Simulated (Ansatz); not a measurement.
Sb₈H

Input file:

```
crystal:
  lattice:
    - [6.2334859272, 0.0, 0.0]
    - [0.0, 6.2334859272, 0.0]
    - [0.0, 0.0, 6.2334859272]
  atoms:
    - { symbol: Sb, position: [-0.0011957599, -0.0011957599, -0.0011957599] }
    - { symbol: Sb, position: [-0.0011957599, -0.0011957599, 0.5011957599] }
    - { symbol: Sb, position: [-0.0011957599, 0.5011957599, -0.0011957599] }
    - { symbol: Sb, position: [-0.0011957599, 0.5011957599, 0.5011957599] }
    - { symbol: Sb, position: [0.5011957599, -0.0011957599, -0.0011957599] }
    - { symbol: Sb, position: [0.5011957599, -0.0011957599, 0.5011957599] }
    - { symbol: Sb, position: [0.5011957599, 0.5011957599, -0.0011957599] }
    - { symbol: Sb, position: [0.5011957599, 0.5011957599, 0.5011957599] }
    - { symbol: H, position: [0.25, 0.25, 0.25] }
basis:
  ecutwfc: 420
kpoints:
  mp_grid: { grid: [6, 6, 6] }
hamiltonian:
  xc: pbe
scf:
  occupations: { method: gaussian, width: 0.1 }
output:
  forces: true
  stress: true
  eigenvalues: true
  write_density: true
  write_potential: true
  elf: true
  volumetric_format: npy
relax:
  adjacent_minimum: "off"
  f_tol: 0.025
  max_steps: 70
  cell: { stress_tol: 0.12 }
```

Launched as:

```sh
ansatz run input.yaml --threads 2 --pin off --max-ram 5120MiB --backend cpu --events-out ev --progress --plain --runs-dir out
```

Below, planes, directions and counts refer to the conventional cell (a = 6.22 Å, b = 6.22 Å, c = 6.22 Å, α = 90.00°, β = 90.00°, γ = 90.00°).

The fields are those of the relaxed geometry.

Space group Pm-3m; computed without spin polarisation.

These are results of DFT PBE, scalar-relativistic, plane waves, PAW (Ansatz 0.2.0), not measurements.

Q: Predict the valence pseudo-density and electron localisation function between the atoms.

A: Sb–H (2.70 Å): ρ at the midpoint is about 0.2 e/Å³; the ELF climbs to about 1 towards the hydrogen.

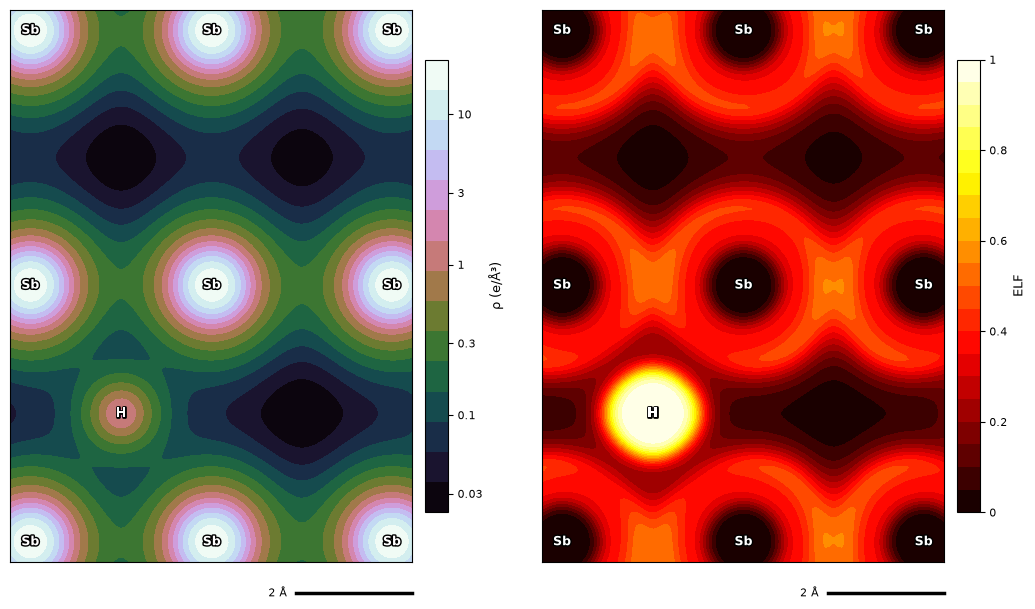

Computed valence pseudo-density and electron localisation function on the (110) plane of the conventional cell, in this order. 

The density is the valence pseudo-density of a PAW calculation; it isn't the true density close to the nuclei.
